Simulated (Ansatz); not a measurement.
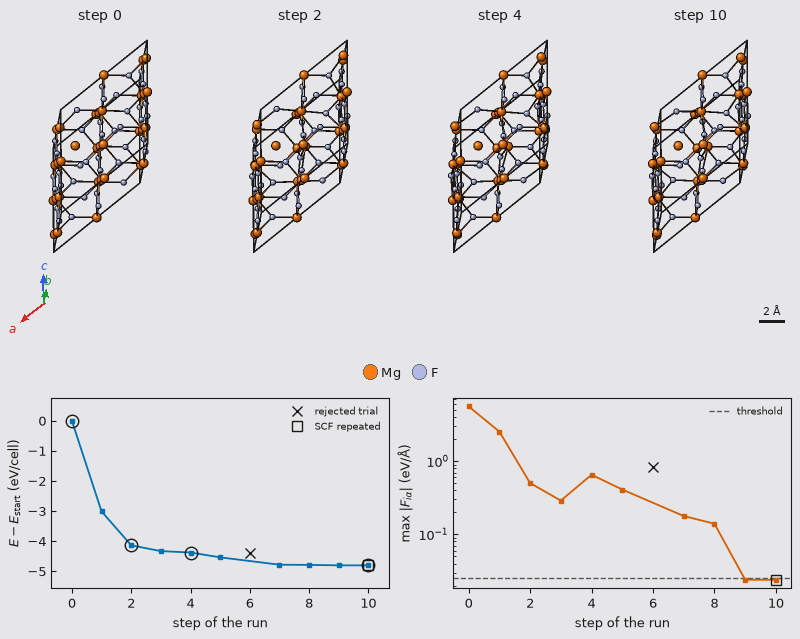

Frames of a relaxation of a defect cell of composition Mg$_{17}$F$_{31}$, marked on the history of the run. A ball-and-stick model of the cell of the calculation (origin shifted), seen from a free direction.

Case: Mg on a F site (f), charge +0, atoms relaxed at the host's cell.

These are results of DFT PBE, scalar-relativistic, plane waves, PAW (Ansatz 0.2.0), not measurements. Set-up: plane-wave cutoff 420 eV; k-point mesh 2 × 2 × 2; occupations gaussian; smearing width 0.01 eV; mesh shifted by (0.5, 0.5, 0.5); collinear spin; atoms relaxed in a fixed cell; force threshold 0.025 eV/Å; at most 45 steps.

> Describe the path.

The energy falls by 4.799 eV per cell of the calculation in 8 accepted moves (10 points after the start). The largest force component goes from 5.6 to 0.024 eV/Å. The line search rejected the trial step at point 6 of the run. 1 step only repeated the SCF at the same geometry. The largest move is that of a Mg atom, 0.61 Å along [−2 −1 −1]. By element the largest moves are Mg 0.61 Å, F 0.38 Å. The cell doesn't change. Near-neighbour distances that change, for instance: Mg–Mg 2.024 → 2.551 Å, Mg–Mg 2.017 → 2.375 Å, F–Mg 2.017 → 1.784 Å, F–Mg 2.017 → 1.846 Å. Bond angles that change, for instance: F–Mg–F 180.0° → 156.1°, F–Mg–F 180.0° → 163.0°, F–Mg–F 180.0° → 164.7°. Cost: 12 min on 4 threads of Arm Neoverse V1, on a shared host, peak memory 2.8 GiB. From step 0 to 2: a Mg atom moves most (0.40 Å), energy −4.133 eV per cell of the calculation. From step 2 to 4: a Mg atom moves most (0.24 Å), energy −0.239 eV per cell of the calculation. From step 4 to 10: F atoms move most (0.18 Å), energy −0.427 eV per cell of the calculation.
